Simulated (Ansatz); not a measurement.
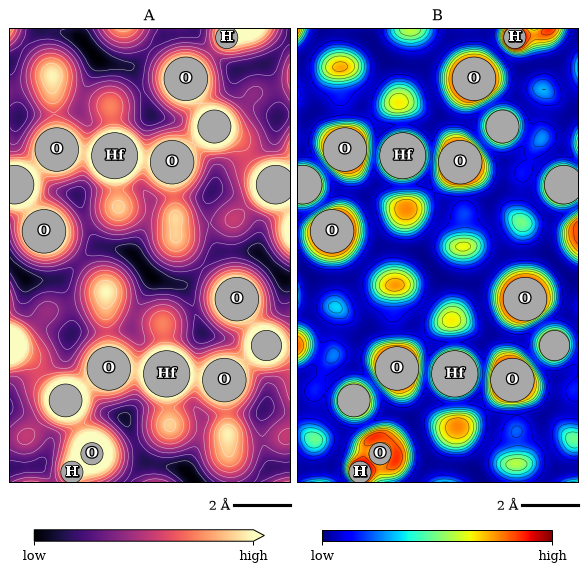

Hf16HO32 (cell charge +1, with a compensating background) (cell with a defect): 2 fields on the (110) plane of the calculation cell, with unlabelled colour scales. Grey discs cover the atomic cores.

Theory: DFT PBEsol, scalar-relativistic, plane waves, PAW in Ansatz.

> Match the panels to the quantities (electron localisation function and valence pseudo-density).

Panel A: valence pseudo-density. Panel B: electron localisation function. From the grid: O–H (1.00 Å): ρ is about 3.5 e/Å³ halfway; the ELF climbs to about 1 towards the hydrogen, as it does in any bond to H (an ordinary covalent bond to hydrogen). Hf–O (2.09 Å): ρ at the midpoint is about 0.77 e/Å³; the ELF peaks at about 0.85 in the valence shell of O, 0.6 Å from its nucleus, and drops to about 0.20 between the two atoms; no localised pair shows between them.
